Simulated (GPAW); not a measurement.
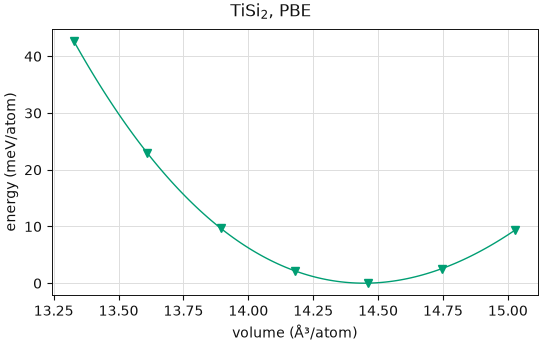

Plotted: energy against volume for TiSi₂, space group Cmcm (No. 63).

The given structure:
```
Ti Si
1.0
     1.76511   -6.75928    0.00000
     1.76511    6.75928    0.00000
     0.00000    0.00000    3.56517
Ti Si
2 4
Cartesian
  1.7651 5.3653 0.8913
  1.7651 -5.3653 2.6739
  1.7651 -3.3839 0.8913
  1.7651 3.3839 2.6739
  1.7651 0.7875 0.8913
  1.7651 -0.7875 2.6739
```

How it was computed, with GPAW 26.7.0: PAW DFT in plane waves, on a grid or in atomic orbitals, no spin polarisation; energies at scaled volumes of the given cell, shape and fractions fixed, counted from the fit's minimum, third-order Birch-Murnaghan fit. Level: PBE.

k mesh 5×5×5; occupations Fermi–Dirac; smearing width 0.05 eV; potentials GPAW PAW data sets (gpaw data 1.2.1); wave cutoff 600 eV; program settings basis pw.

From this curve and the settings, what does the calculation give for the pressure at the same points?

The pressure falls from 12.71 GPa at volume 13.33 Å³/atom to −5.35 GPa at 15.03 Å³/atom, and changes sign near 14.41 Å³/atom.

```
volume (Å³/atom)  pressure (GPa)
           13.33           12.71
           13.61            8.86
           13.89            5.40
           14.18            2.28
           14.46           -0.53
           14.75           -3.07
           15.03           -5.35
```

Keep in mind: shape and atomic fractions are frozen while scaling, which makes layered, chain and framework solids too stiff.
